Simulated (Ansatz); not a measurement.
# Si$_{4}$Mo$_{3}$: what the fields show

The calculation's input:

```
crystal:
  lattice:
    - [-1.5827214411, 1.5827214411, 9.4196109642]
    - [1.5827214411, -1.5827214411, 9.4196109642]
    - [1.5827214411, 1.5827214411, -9.4196109642]
  atoms:
    - { symbol: Si, position: [0.431053108, 0.431053108, 0.0] }
    - { symbol: Si, position: [0.568946892, 0.568946892, 0.0] }
    - { symbol: Si, position: [0.8586603552, 0.8586603552, 0.0] }
    - { symbol: Si, position: [0.1413396448, 0.1413396448, 0.0] }
    - { symbol: Mo, position: [0.0, 0.0, 0.0] }
    - { symbol: Mo, position: [0.2942393508, 0.2942393508, 0.0] }
    - { symbol: Mo, position: [0.7057606492, 0.7057606492, 0.0] }
basis:
  ecutwfc: 420
kpoints:
  mp_grid: { grid: [14, 14, 14] }
hamiltonian:
  xc: pbe
scf:
  occupations: { method: gaussian, width: 0.1 }
output:
  forces: true
  stress: true
  eigenvalues: true
  write_density: true
  write_potential: true
  elf: true
  volumetric_format: npy
relax:
  adjacent_minimum: "off"
  f_tol: 0.01
  max_steps: 30
  cell: { stress_tol: 0.1, fix: [volume] }
```

Command:

```sh
ansatz run input.yaml --threads 1 --pin off --max-ram 2560MiB --backend cpu --events-out ev --progress --plain --runs-dir out
```

Below, planes, directions and counts refer to the conventional cell (a = 3.16 Å, b = 3.16 Å, c = 18.86 Å, α = 90.00°, β = 90.00°, γ = 90.00°).

The fields are those of the relaxed geometry.

Space group I4/mmm; a generated structure, not necessarily the stable one; changed on purpose from its base cell (volume × 0.97, shape and atoms relaxed); computed pressure about 7 GPa in this cell; computed without spin polarisation.

Level of theory: DFT PBE, scalar-relativistic, plane waves, PAW (Ansatz).

Core electrons are frozen (PAW), and the valence fields are smoothed inside the atomic spheres.

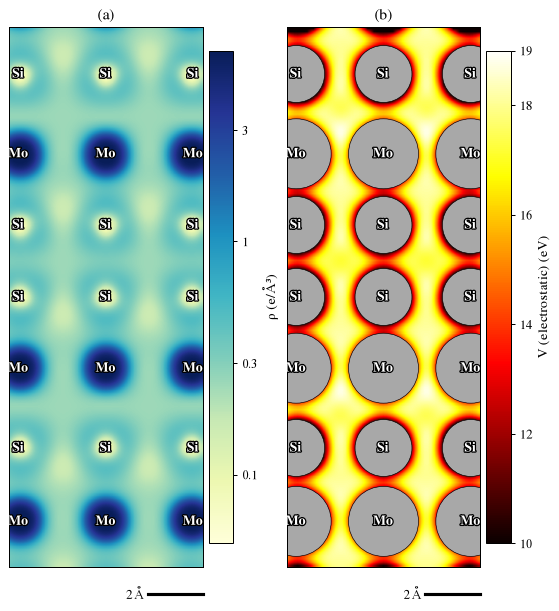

Figure 1. (a) valence pseudo-density; (b) electrostatic potential energy of an electron on the (100) plane of the conventional cell. Grey discs cover the atomic cores in the potential map.

**Read the bonding off the picture.**

- Atoms in the plane: Si and Mo.
- Si–Mo (2.58 Å): ρ is about 0.44 e/Å³ halfway.
- Si–Mo (2.66 Å): ρ is about 0.39 e/Å³ halfway.
- Si–Mo (2.89 Å): ρ at the midpoint is about 0.26 e/Å³.
- Between the atoms the lowest density in this plane is 0.16 e/Å³.
- Outside the cores the potential energy rises away from the atoms and is highest about 1.7 Å from the nearest atoms; its zero is arbitrary.

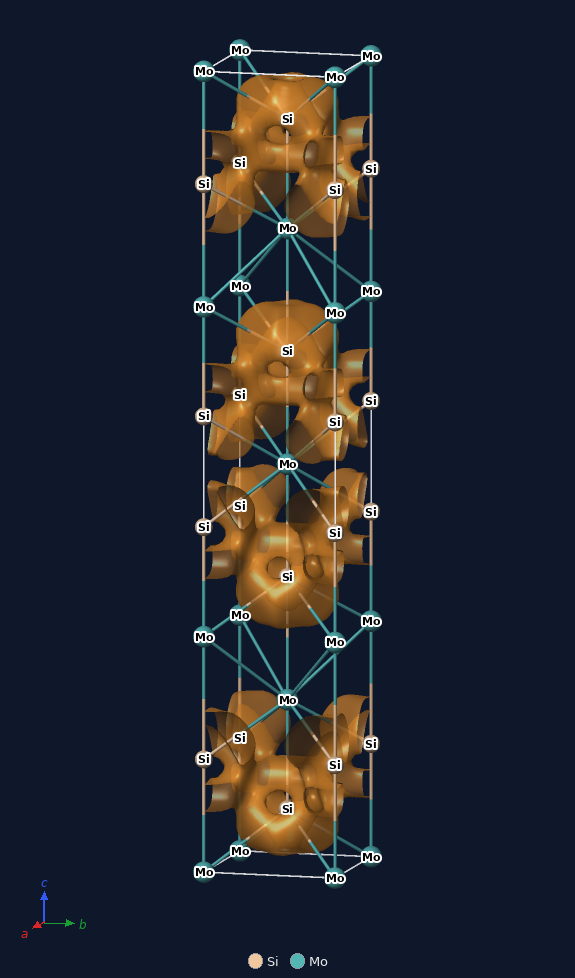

Figure 2. Isosurface of the ELF at 0.55 (orange), seen slightly off an axis. Only the valence region is drawn (cores and ρ < 0.01 e/Å³ removed). Sticks mark near contacts.

**What do the ELF domains correspond to?**

The ELF exceeds this value in sheets that run through the cell in two directions, counted in one cell of 14 atoms. Regions shared between cells count once. Along the contacts the grid gives the following. Si–Mo (2.55 Å): the ELF peaks at about 0.70 in the valence shell of Si, 0.9 Å from its nucleus, and is about 0.40 at the midpoint. Mo–Mo (2.79 Å): the ELF is about 0.35 at the midpoint.

**Does the calculation give a band gap?**

It is metallic or semimetallic at this level of theory: no gap opens.
